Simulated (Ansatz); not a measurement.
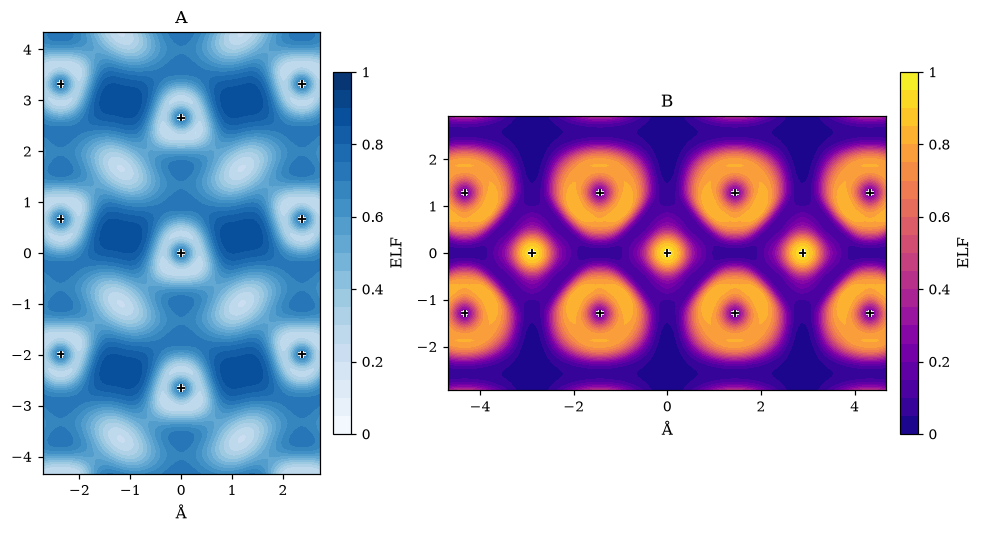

The electron localisation function of 2 systems, each on a plane through atoms (crosses mark nuclei in the plane).

The calculation used DFT r2SCAN, scalar-relativistic, plane waves, PAW (Ansatz).

System 1: CuO, the (100) plane of the cell of the magnetic structure. Space group Cccm; a structure from a database of computed crystals, not necessarily the ambient phase; spin-polarised.

```
Cu O
1.0
     2.03806   -2.04474    0.00000
     2.03806    2.04474    0.00000
     0.00000    0.00000    5.16112
Cu O
2 2
Direct
  0.00000 0.50000 0.00000
  0.50000 0.00000 0.50000
  0.50000 0.50000 0.25000
  0.50000 0.50000 0.75000
```

System 2: Si, the (010) plane of the conventional cell. Space group I4₁/amd; a structure from a database of computed crystals, not necessarily the ambient phase; computed pressure about 3 GPa in this cell.

```yaml
crystal:
  lattice:
    - [4.74274, 0.00000, 0.00000]
    - [0.00000, 4.74274, 0.00000]
    - [0.00000, 0.00000, 2.65853]
  atoms:
    - { symbol: Si, position: [0.50000, 0.00000, 0.25000] }
    - { symbol: Si, position: [0.00000, 0.50000, 0.75000] }
    - { symbol: Si, position: [0.00000, 0.00000, 0.50000] }
    - { symbol: Si, position: [0.50000, 0.50000, 0.00000] }
```

> Match each panel to its system.

Panel A is system 2, Si: the plane holds Si. Si–Si (2.46 Å): the ELF peaks at about 0.90 between the atoms. Panel B is system 1, CuO: the plane holds Cu and O. Cu–O (1.94 Å): the ELF peaks at about 0.85 in the valence shell of O, 0.6 Å from its nucleus, and is about 0.20 at the midpoint: no localised pair shows between them.
